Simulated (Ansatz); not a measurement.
Consider MnS.

Space group Fm-3m; the calculation finds a residual pressure of about −7 GPa at this fixed cell; spin-polarised. Net moment 4.7 μB in the 2-atom cell of the calculation; other magnetic orders weren't tried.

Input file:

```
crystal:
  lattice:
    - [0.0, 2.6045, 2.6045]
    - [2.6045, 0.0, 2.6045]
    - [2.6045, 2.6045, 0.0]
  atoms:
    - { symbol: Mn, position: [0.0, 0.0, 0.0], spin: 4.0 }
    - { symbol: S, position: [0.5, 0.5, 0.5] }
magnetization:
  spin_polarized: true
basis:
  ecutwfc: 500
  fft_grid_basis: typed
kpoints:
  mp_grid: { grid: [10, 10, 10] }
hamiltonian:
  xc: pbesol
  pseudopotentials: { kind: paw }
scf:
  occupations: { method: gaussian, width: 0.05 }
output:
  forces: true
  stress: true
  eigenvalues: true
  bader: true
  write_density: true
  volumetric_format: npy
  populations: true
  elf: true
```

Launched as:

```sh
ansatz run input.yaml --threads 2 --pin off --max-ram 4096MiB --backend cpu --events-out ev --progress --plain --runs-dir out
```

The picture shows the conventional cell (a = 5.21 Å, b = 5.21 Å, c = 5.21 Å, α = 90.00°, β = 90.00°, γ = 90.00°).

Method: DFT PBEsol, scalar-relativistic, plane waves, PAW (Ansatz 0.2.0).

**Predict the deformation density (crystal less neutral atoms): where will charge gather?**

Mn–S (2.60 Å): Δρ is +0.03 e/Å³ at the midpoint.
Over the whole cell, outside the masked cores, the largest gain, 0.06 e/Å³, lies 1.0 Å from a sulfur nucleus and 1.6 Å from a manganese one, and the largest loss, 0.04 e/Å³, lies 1.1 Å from a manganese nucleus.
In all about 0.16 e an atom is rearranged against the free atoms.
Bader charges: Mn +1.15 and S −1.15 e.

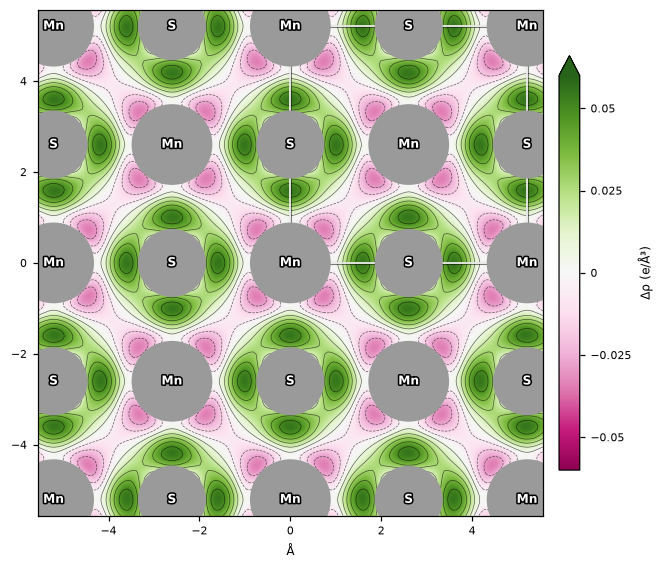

Computed deformation density: a map on the (100) plane of the conventional cell, with grey discs over the atomic cores.

Cores are masked to 0.9 Å (Mn) and 0.7 Å (S).

Core electrons are frozen (PAW), so the fields are smoothed inside the atomic spheres.

Cost of the run: 16 s on 2 threads of Arm Neoverse N1 (shared host), peak memory 0.36 GiB.
